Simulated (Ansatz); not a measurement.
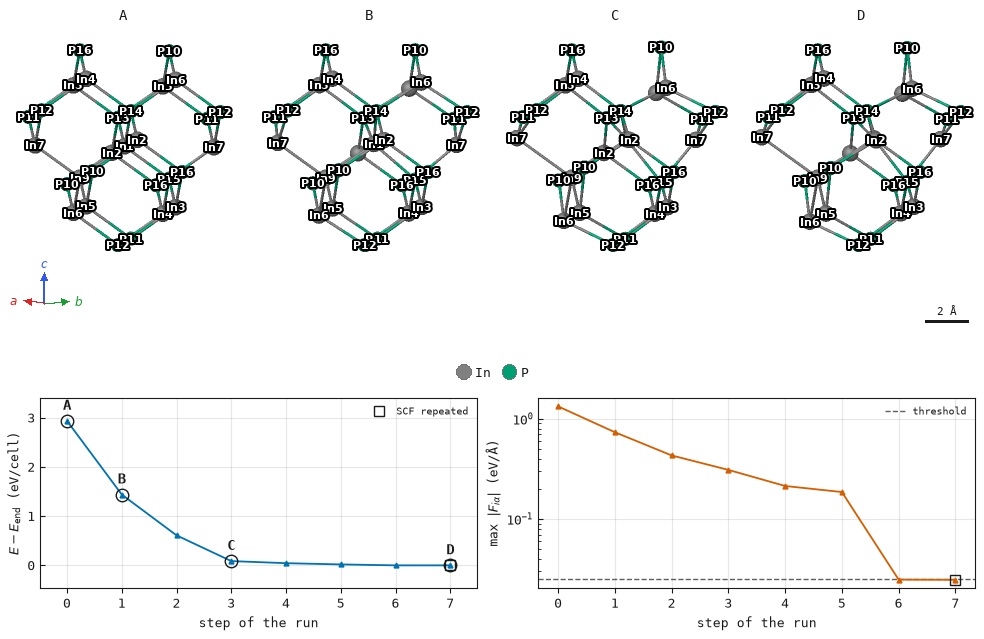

Frames of a relaxation of a defect cell of composition In9P7 (coarse preliminary run), marked on the history of the run. The picture is a ball-and-stick view of the atoms within 5.0 Å of the atom that moves most (axes of the conventional cell (4 times the calculation's cell) (origin shifted)), seen from a free direction. Lengths and directions refer to the drawn axes.

Case: In on a P site (d), charge +0, atoms relaxed at the host's cell.

Theory: Ansatz, DFT PBE, scalar-relativistic, plane waves, PAW. Set-up: plane-wave cutoff 420 eV; k-point mesh 1 × 1 × 1; occupations gaussian; smearing width 0.02 eV; no spin polarisation; atoms relaxed in a fixed cell; force threshold 0.025 eV/Å; at most 45 steps.

### Describe the path.

After 6 accepted moves (7 points after the start) the energy has fallen by 2.937 eV per cell of the calculation. The largest force component goes from 1.3 to 0.025 eV/Å. 1 step only repeated the SCF at the same geometry. The largest moves, 0.65 Å, are those of In1, In5, In6 and In7. In1 goes along [−1 1 1]. By element the largest moves are In 0.65 Å, P 0.15 Å. The cell doesn't change. Near-neighbour distances that change, for instance: In1–In9 2.581 → 3.232 Å, In2–P10 2.581 → 2.512 Å, In2–P16 2.581 → 2.544 Å, In1–P13 2.581 → 2.558 Å. Among the angles between lasting bonds that change: In1–P15–In7 109.5° → 76.0°, In9–In1–P13 109.5° → 92.7°, P13–In1–P14 109.5° → 119.8°. The run took 25 s on 4 threads of Intel(R) Xeon(R) Processor @ 2.70GHz, on a shared host, peak memory 0.57 GiB. From step 0 to 1: In atoms move most (0.19 Å), energy −1.498 eV per cell of the calculation. From step 1 to 3: In atoms move most (0.39 Å), energy −1.352 eV per cell of the calculation. From step 3 to 7: In atoms move most (0.07 Å), energy −86.8 meV per cell of the calculation.

Limits of the set-up: the k-point mesh is coarse for a cell with partly filled bands; the periodic images lie only 8.4 Å apart, so the values are limited by the cell's size.
